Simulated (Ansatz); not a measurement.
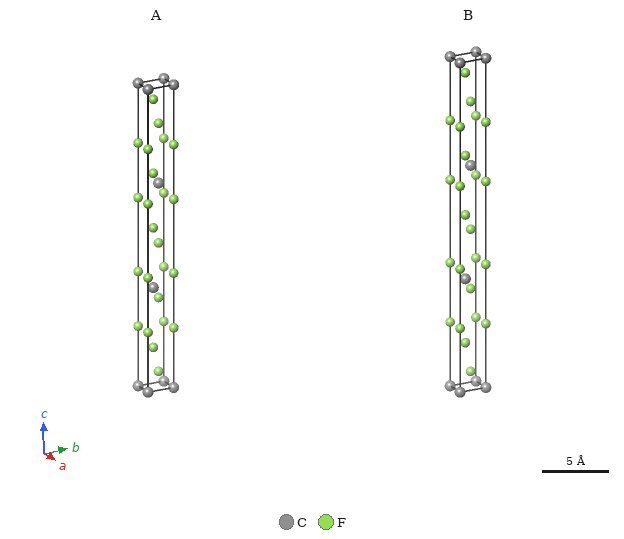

Two geometries of solid CF4 (built on the BaSr4-166 type type), drawn at one scale. One is the start of a relaxation, the other its converged end. Style: ball-and-stick. Shown: the conventional cell (3 times the calculation's cell), slightly off an axis. Lengths and directions refer to the drawn axes.

Computed with DFT, r2SCAN+rVV10, plane waves, PAW (Ansatz). (plane-wave cutoff 500 eV; k-point mesh 10 × 10 × 10; occupations fermi dirac; smearing width 0.03 eV; no spin polarisation; cell and atoms relaxed; force threshold 0.01 eV/Å; at most 120 steps)

Q: Which geometry has the lower energy?

A: Structure A is the relaxed one. The energy falls by 9.1 meV per atom in 7 accepted moves (9 points after the start). Largest force component: 0.15 eV/Å at the start, under 0.0001 eV/Å at the end. The pressure goes from −0.37 to 0.00 GPa. At 2 points the geometry stayed and the basis and grid were re-selected for the new cell (energy shift of 1.4 meV per atom at most each time). The largest moves relative to the cell, 0.090 Å, are those of F atoms. C stays in place. The volume changes by −8.9 %, with a = b 2.805 → 2.792 Å (−0.4 %), c 25.459 → 23.406 Å (−8.1 %). The space group stays R-3m (No. 166).
